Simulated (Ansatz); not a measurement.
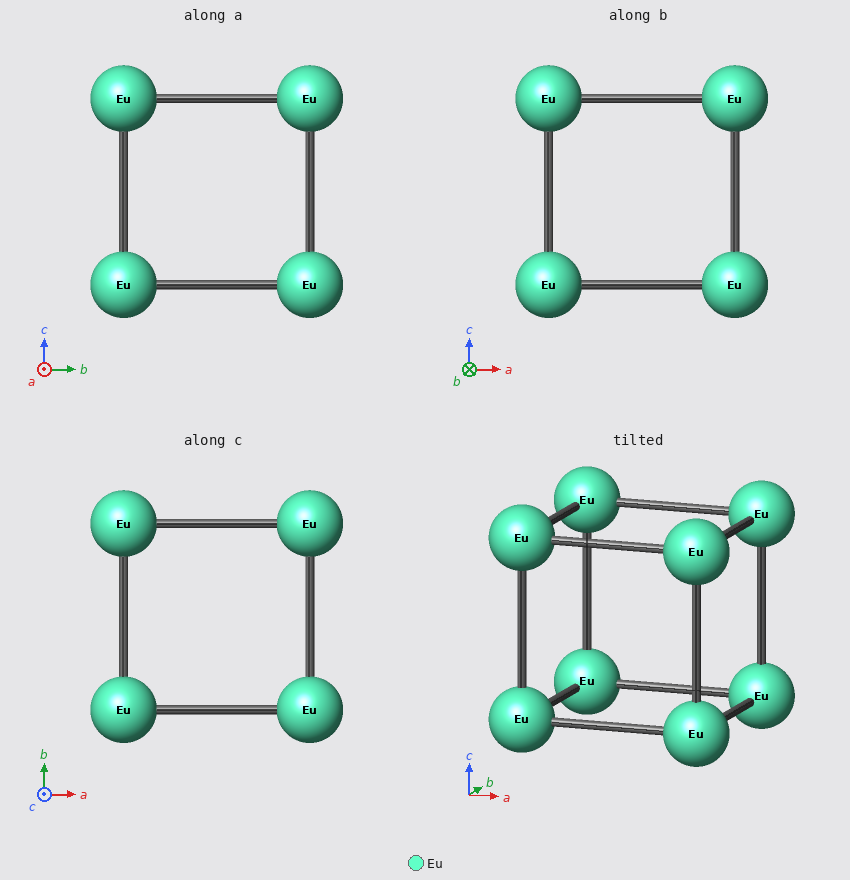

Crystal structure, ball-and-stick style, seen along the a axis, along the b axis, along the c axis and slightly off an axis. Thin lines show the conventional unit cell, with boundary atoms drawn in all their periodic places.

Lattice parameters: a = 3.4930 Å, b = 3.4930 Å, c = 3.4930 Å, α = 90.000°, β = 90.000°, γ = 90.000°.

**Set out the cell and atoms as a CIF with its space group and independent sites.**

```cif
data_structure
_symmetry_space_group_name_H-M 'P m -3 m'
_symmetry_Int_Tables_number 221
_cell_length_a 3.4930
_cell_length_b 3.4930
_cell_length_c 3.4930
_cell_angle_alpha 90.000
_cell_angle_beta 90.000
_cell_angle_gamma 90.000
_cell_volume 42.62
loop_
_atom_site_label
_atom_site_type_symbol
_atom_site_symmetry_multiplicity
_atom_site_Wyckoff_symbol
_atom_site_fract_x
_atom_site_fract_y
_atom_site_fract_z
_atom_site_occupancy
Eu1 Eu 1 a 0.0000 0.0000 0.0000 1
```

Its origin is a structure type filled with this element by a generator (whether the element takes this form wasn't checked). Earlier steps of the study may have refined or changed the cell and positions. It went into a calculation with Ansatz.
